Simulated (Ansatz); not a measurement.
This input was run:

```
crystal:
  lattice:
    - [-2.4719629981, 2.4719629981, 3.6578437059]
    - [2.4719629981, -2.4719629981, 3.6578437059]
    - [2.4719629981, 2.4719629981, -3.6578437059]
  atoms:
    - { symbol: Si, position: [0.0, 0.0, 0.0] }
    - { symbol: Si, position: [0.75, 0.25, 0.5] }
    - { symbol: O, position: [0.9733622659, 0.625, 0.8483622659] }
    - { symbol: O, position: [0.375, 0.2233622659, 0.3483622659] }
    - { symbol: O, position: [0.7766377341, 0.125, 0.1516377341] }
    - { symbol: O, position: [0.875, 0.0266377341, 0.6516377341] }
kpoints:
  mp_grid: { grid: [8, 8, 8] }
  band_path:
    path:
      - [0.0, 0.0, 0.0]
      - [0.0, 0.0, 0.5]
      - [0.25, 0.25, 0.25]
      - [0.0, 0.5, 0.0]
      - [0.5, 0.5, -0.5]
      - [0.3641756915, 0.6358243085, -0.3641756915]
      - [-0.3641756915, 0.3641756915, 0.3641756915]
      - [-0.2283513829, 0.2283513829, 0.5]
      - [0.5, 0.5, -0.2283513829]
    npoints: 1
hamiltonian:
  xc: pbe
scf:
  occupations: { method: fermi_dirac, width: 0.02 }
  n_extra_bands: 5
output:
  forces: true
  stress: true
  eigenvalues: true
```

Run as:
```bash
ansatz run input.yaml --threads 4 --pin off --max-ram 5529MiB --backend cpu --events-out ev --progress --plain --runs-dir out
```

Predict the main features of the density of states.

There is a gap; over the k points computed it is 5.94 eV (direct among those points). The upper group of valence states starts about 2.9 eV under the valence-band top, with a gap beneath it; it holds about 16 electrons a cell.

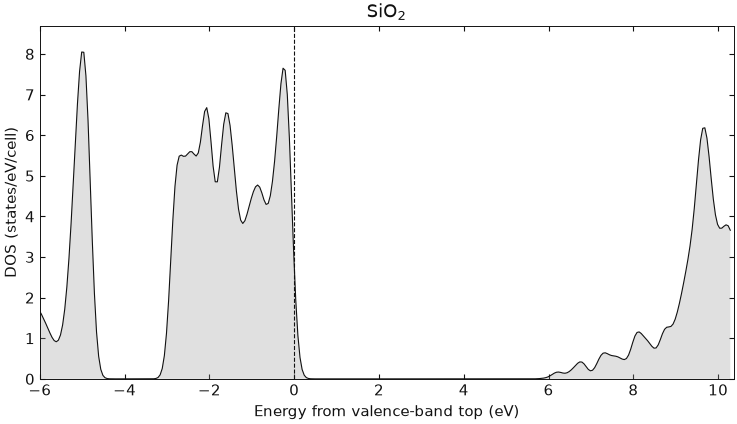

Density of states. Energies are counted from the top of the valence band. The curve is built from the levels of the k mesh with Gaussians 0.3 eV wide, which also blur the band edges.
